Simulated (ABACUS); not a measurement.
## Single-point calculation at one volume of an equation of state, with input and output: Ge (part 1 of 2)

The run: single-point calculation at one volume of an equation of state of Ge (I4₁/amd, 2 atoms in the cell). Method and program: Kohn-Sham DFT of a periodic cell, revPBE, PseudoDojo NC SR 0.4.1 PBE standard, no spin polarisation (ABACUS 3.10.1).

The structure derives from a Materials Project entry. It belongs to a series of runs on one base structure; here: volume scaled by 1.02.

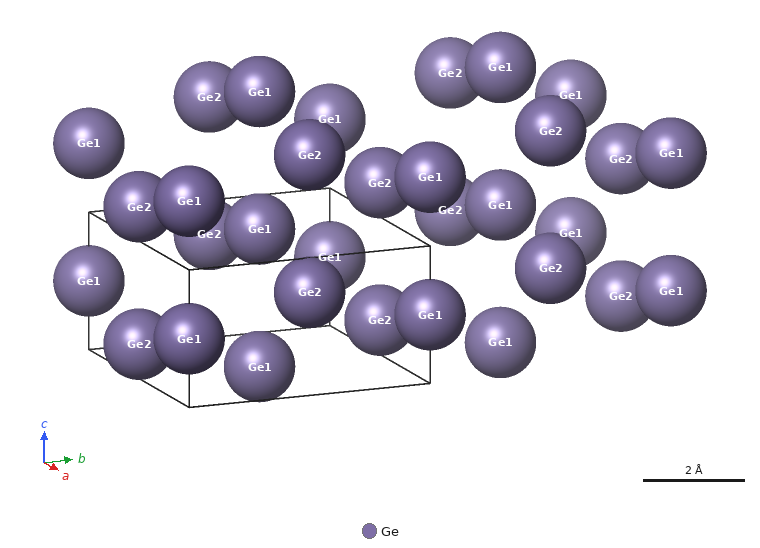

*The structure (spheres-only view of the cell 2 times as large as that of the calculation, set on its symmetry axes, repeated 1 × 2 × 2, seen at an oblique angle; atoms are numbered from 1 in the order of the input).*

Input file
```
INPUT_PARAMETERS
suffix              Ge
calculation         scf
basis_type          pw
pseudo_dir          ./
symmetry            1
dft_functional      revpbe
ecutwfc             79
pseudo_rcut         7
nspin               1
nbands              18
ks_solver           dav
smearing_method     fd
smearing_sigma      0.00367493
scf_thr             1e-08
scf_nmax            100
mixing_type         broyden
mixing_beta         0.7
cal_force           1
cal_stress          1
kpar                4
```

File STRU
```
ATOMIC_SPECIES
Ge 72.6300 Ge.upf

LATTICE_CONSTANT
1.8897261246

LATTICE_VECTORS
-2.5915398167 2.5915398167 1.4066673013
2.5915398167 -2.5915398167 1.4066673013
2.5915398167 2.5915398167 -1.4066673013

ATOMIC_POSITIONS
Direct

Ge
0.0
2
0.5000000000 0.5000000000 0.0000000000 1 1 1
0.2500000000 0.7500000000 0.5000000000 1 1 1
```

File KPT
```
K_POINTS
0
Gamma
9 9 9 0 0 0
```

Command:
```bash
OMP_NUM_THREADS=1 mpirun -np 4 abacus > log
```

The program's output
```
ABACUS v3.10.1

               Atomic-orbital Based Ab-initio Computation at UStc

 ------------------------------------------------------------------------------------

 READING GENERAL INFORMATION
                           global_out_dir = OUT.Ge/
                           global_in_card = INPUT
                               pseudo_dir = ./
                              orbital_dir =
                                    DSIZE = 4
                                    GSIZE = 1

 READING UNITCELL INFORMATION
                                    ntype = 1
                  lattice constant (Bohr) = 1.88973
              lattice constant (Angstrom) = 1

 READING ATOM TYPE 1
                               atom label = Ge
                      L=0, number of zeta = 1
                      L=1, number of zeta = 1
                      L=2, number of zeta = 1
             number of atom for this type = 2

                        TOTAL ATOM NUMBER = 2
DIRECT COORDINATES
    atom                   x                   y                   z     mag                  vx                  vy                  vz
taud_Ge1            0.5000000000        0.5000000000        0.0000000000  0.0000        0.0000000000        0.0000000000        0.0000000000
taud_Ge2            0.2500000000        0.7500000000        0.5000000000  0.0000        0.0000000000        0.0000000000        0.0000000000

                          Volume (Bohr^3) = 255.014
                             Volume (A^3) = 37.7891

 Lattice vectors: (Cartesian coordinate: in unit of a_0)
             -2.59154            +2.59154            +1.40667
             +2.59154            -2.59154            +1.40667
             +2.59154            +2.59154            -1.40667
 Reciprocal vectors: (Cartesian coordinate: in unit of 2 pi/a_0)
                   +0           +0.192935            +0.35545
            +0.192935                  +0            +0.35545
            +0.192935           +0.192935                  +0
 The esolver type has been set to : ksdft_pw

                PAO radial cut off (Bohr) = 7

 Read in pseudopotential file is Ge.upf
                     pseudopotential type = NC
          exchange-correlation functional = PBE
                 nonlocal core correction = 1
                        valence electrons = 14
                                     lmax = 2
                           number of zeta = 3
                     number of projectors = 6
                           L of projector = 0
                           L of projector = 0
                           L of projector = 1
                           L of projector = 1
                           L of projector = 2
                           L of projector = 2
 XC functional updated to : revpbe
          exchange-correlation functional = REVPBE
     initial pseudo atomic orbital number = 18

 SETUP THE ELECTRONS NUMBER
            electron number of element Ge = 14
      total electron number of element Ge = 28
            AUTOSET number of electrons:  = 28
                           occupied bands = 14
                                   NBANDS = 18
                                   NLOCAL = 18

%%%%%%%%%%%%%%%%%%%%%%%%%%%%%%%%%%%%%%%%%%%%%%%%%%%%%%%%%%%%%%%%%%%%%%%%%%%%%%%%%%%%%%%%%%%%%%%%%%%%%%%%%%
 Warning: the number of valence electrons in pseudopotential > 4 for Ge: [Ar] 3d10 4s2 4p2
 Pseudopotentials with additional electrons can yield (more) accurate outcomes, but may be less efficient.
 If you're confident that your chosen pseudopotential is appropriate, you can safely ignore this warning.
%%%%%%%%%%%%%%%%%%%%%%%%%%%%%%%%%%%%%%%%%%%%%%%%%%%%%%%%%%%%%%%%%%%%%%%%%%%%%%%%%%%%%%%%%%%%%%%%%%%%%%%%%%

 SETUP THE PLANE WAVE BASIS
 energy cutoff for charge/potential (unit:Ry) = 316
            fft grid for charge/potential = [ 45, 45, 45 ]
                        fft grid division = [ 1, 1, 1 ]
        big fft grid for charge/potential = [ 45, 45, 45 ]
                                     nbxx = 91125
                                     nrxx = 91125

 SETUP PLANE WAVES FOR CHARGE/POTENTIAL
                    number of plane waves = 24119
                         number of sticks = 917

 PARALLEL PW FOR CHARGE/POTENTIAL
     PROC   COLUMNS(POT)             PW
        1            917          24119
 --------------- sum -------------------
        1            917          24119
                            number of |g| = 1415
                                  max |g| = 28.5724
                                  min |g| = 0

----------- Double Check Mixing Parameters Begin ------------
mixing_type: broyden
mixing_beta: 0.7
mixing_gg0: 1
mixing_gg0_min: 0.1
mixing_ndim: 8
----------- Double Check Mixing Parameters End ------------

 LATTICE VECTORS: (CARTESIAN COORDINATE: IN UNIT OF A0)
             -2.59154            +2.59154            +1.40667
             +2.59154            -2.59154            +1.40667
             +2.59154            +2.59154            -1.40667
                       right hand lattice = 1
                                   NORM_A = 3.92567
                                   NORM_B = 3.92567
                                   NORM_C = 3.92567
                           ALPHA (DEGREE) = 97.377
                           BETA  (DEGREE) = 97.377
                           GAMMA (DEGREE) = 138.005

 The lattice vectors have been changed (STRU_SIMPLE.cif)

(for optimal symmetric configuration:)
                             BRAVAIS TYPE = 6
                     BRAVAIS LATTICE NAME = 06. Tetrogonal I (body-centered)
                                    ibrav = 6
                                    IBRAV = 6
                                  BRAVAIS = BODY CENTERED TETROGONAL CELL
                       LATTICE CONSTANT A = 5.18308
                                C/A RATIO = 0.542792
Original cell was already a primitive cell.
                        ROTATION MATRICES = 16
              PURE POINT GROUP OPERATIONS = 8
                   SPACE GROUP OPERATIONS = 16
                                       C2 = 3
                                       C3 = 0
                                       C4 = 0
                                       C6 = 0
                                       S1 = 2
                                       S3 = 0
                                       S4 = 2
                                       S6 = 0
                              POINT GROUP = D_2d
               POINT GROUP IN SPACE GROUP = D_4h

 SETUP K-POINTS
                                    nspin = 1
                   Input type of k points = Monkhorst-Pack(Gamma)
                                   nkstot = 729
                       right hand lattice = 1
(for reciprocal lattice: )
                             BRAVAIS TYPE = 6
                     BRAVAIS LATTICE NAME = 06. Tetrogonal I (body-centered)
                                    ibrav = 6
                       right hand lattice = 1
(for k-lattice: )
                             BRAVAIS TYPE = 6
                     BRAVAIS LATTICE NAME = 06. Tetrogonal I (body-centered)
                                    ibrav = 6
                       right hand lattice = 1
                        ROTATION MATRICES = 16
                               nkstot_ibz = 75
K-POINTS REDUCTION ACCORDING TO SYMMETRY
     IBZ    DIRECT_X    DIRECT_Y    DIRECT_Z  WEIGHT  ibz2bz
       1  0.00000000  0.00000000  0.00000000  0.0014       0
       2 -0.11111111  0.00000000  0.11111111  0.0110       1
       3 -0.22222222  0.00000000  0.22222222  0.0110       2
       4 -0.33333333  0.00000000  0.33333333  0.0110       3
       5 -0.44444444  0.00000000  0.44444444  0.0110       4
       6  0.11111111  0.11111111 -0.22222222  0.0110      10
       7 -0.11111111 -0.22222222  0.33333333  0.0219      11
       8 -0.11111111 -0.33333333  0.44444444  0.0219      12
       9  0.44444444  0.11111111  0.44444444  0.0219      13
      10 -0.11111111  0.44444444 -0.33333333  0.0219      14
      11 -0.33333333  0.11111111  0.22222222  0.0219      15
      12 -0.22222222  0.11111111  0.11111111  0.0219      16
      13 -0.11111111  0.11111111  0.00000000  0.0055      17
      14 -0.22222222 -0.22222222  0.44444444  0.0110      20
      15  0.33333333  0.22222222  0.44444444  0.0219      21
      16  0.44444444  0.22222222  0.33333333  0.0219      22
      17 -0.22222222  0.44444444 -0.22222222  0.0219      23
      18 -0.22222222  0.33333333 -0.11111111  0.0219      24
      19 -0.22222222  0.22222222  0.00000000  0.0055      25
      20  0.33333333  0.33333333  0.33333333  0.0110      30
      21  0.44444444  0.33333333  0.22222222  0.0219      31
      22 -0.44444444  0.33333333  0.11111111  0.0219      32
      23 -0.33333333  0.33333333  0.00000000  0.0055      33
      24  0.44444444  0.44444444  0.11111111  0.0110      40
      25 -0.44444444  0.44444444  0.00000000  0.0055      41
      26 -0.11111111 -0.11111111  0.33333333  0.0110      91
      27 -0.11111111 -0.22222222  0.44444444  0.0219      92
      28  0.44444444  0.11111111  0.33333333  0.0219      93
      29 -0.11111111  0.11111111  0.11111111  0.0055      98
      30  0.22222222  0.22222222  0.44444444  0.0110     101
[... 45 further k points ...]

                               nkstot now = 75
[... K-POINTS DIRECT COORDINATES: 75 rows ...]

           k-point number in this process = 19
       minimum distributed K point number = 18
[... stars of the k points ...]

[... K-POINTS CARTESIAN COORDINATES: 19 rows ...]

[... K-POINTS DIRECT COORDINATES: 19 rows ...]

 SETUP PLANE WAVES FOR WAVE FUNCTIONS
     energy cutoff for wavefunc (unit:Ry) = 79
              fft grid for wave functions = [ 45, 45, 45 ]
                    number of plane waves = 4205
                         number of sticks = 289

 PARALLEL PW FOR WAVE FUNCTIONS
     PROC   COLUMNS(POT)             PW
        1            289           4205
 --------------- sum -------------------
        1            289           4205

 SETUP NONLOCAL PSEUDOPOTENTIALS IN PLANE WAVE BASIS
 Ge non-local projectors:
 projector 1 L=0
 projector 2 L=0
 projector 3 L=1
 projector 4 L=1
 projector 5 L=2
 projector 6 L=2
      TOTAL NUMBER OF NONLOCAL PROJECTORS = 36

 Init Non-Local PseudoPotential table :
 Init Non-Local-Pseudopotential done.

                                     npwx = 3051

 Make real space PAO into reciprocal space.
       max mesh points in Pseudopotential = 701
     dq(describe PAO in reciprocal space) = 0.01
                                    max q = 1071

 number of pseudo atomic orbitals for Ge is 3
WARNING: norm of atomic wavefunction # 2 of atomic type Ge is 0.999918, renormalized
WARNING: norm of atomic wavefunction # 3 of atomic type Ge is 0.995229, renormalized

 -------------------------------------------
 SELF-CONSISTENT
 -------------------------------------------
                                 init_chg = atomic

 PW ALGORITHM --------------- ION=   1  ELEC=   1--------------------------------
 Notice: Threshold on eigenvalues was too large.
 hsover_error=0.28 > DRHO=0.0100292
 Origin diag ethr = 0.01
 New diag ethr = 3.58184e-05

 Density error is 0.00965040873034
                          Error Threshold = 3.58184335895e-05
----------------------------------------------------------
     Energy           Rydberg                 eV
```
